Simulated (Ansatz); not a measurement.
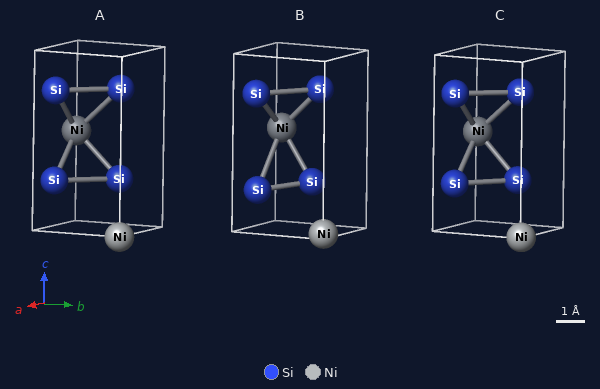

3 geometries from one relaxation of solid Si$_{2}$Ni (a generated structure, set up in P1) (coarse preliminary run), in shuffled order. Style: ball-and-stick. Shown: the cell of the calculation, reduced to other axes, from a free direction. Lengths and directions refer to the drawn axes.

All numbers below come from Ansatz 0.2.0, DFT PBE, scalar-relativistic, plane waves, PAW. (plane-wave cutoff 420 eV; k-point mesh 6 × 6 × 4; occupations gaussian; smearing width 0.2 eV; no spin polarisation; cell and atoms relaxed; force threshold 0.025 eV/Å; at most 60 steps)

**Put them in the order of the run, from the start to the converged end.**

B, C, A. They are steps 0, 2, 6, at +1.937 eV per cell of the calculation, +88.7 meV per cell of the calculation relative to the last. Over 5 accepted moves (6 points after the start) the energy falls by 1.937 eV per cell of the calculation. Largest force component: 4.7 eV/Å at the start, 0.0008 eV/Å at the end. Pressure: 11.17 GPa at the start and 0.06 GPa at the end. At 1 point the geometry stayed and the basis and grid were re-selected for the new cell (energy shift of 0.4 meV per cell of the calculation at most each time). The largest move relative to the cell is that of a Si atom, 0.38 Å along [3 −1 3]. Largest moves by element: Si 0.38 Å, Ni 0.30 Å. Cell: a 3.565 → 3.545 Å (−0.6 %), b 3.699 → 3.545 Å (−4.2 %), c 6.526 → 6.619 Å (+1.4 %), α 91.1° → 90.0°, β 91.4° → 90.0°. Volume −3.3 %. Some distances before and after: Ni–Si 3.020 → 2.425 Å, Si–Si 3.059 → 2.507 Å, Ni–Si 2.895 → 2.424 Å, Si–Si 2.106 → 2.507 Å. Among the angles between lasting bonds that change: Si–Si–Si 156.4° → 180.0°, Ni–Si–Ni 156.6° → 180.0°, Si–Si–Ni 74.0° → 58.9°. The space group (tolerance 0.01 Å) goes from P1 (No. 1) to P4/mmm (No. 123). Cost: 4.9 min on 1 thread of Intel(R) Xeon(R) Processor @ 2.50GHz (Skylake/Cascade Lake) (shared host), peak memory 0.47 GiB.
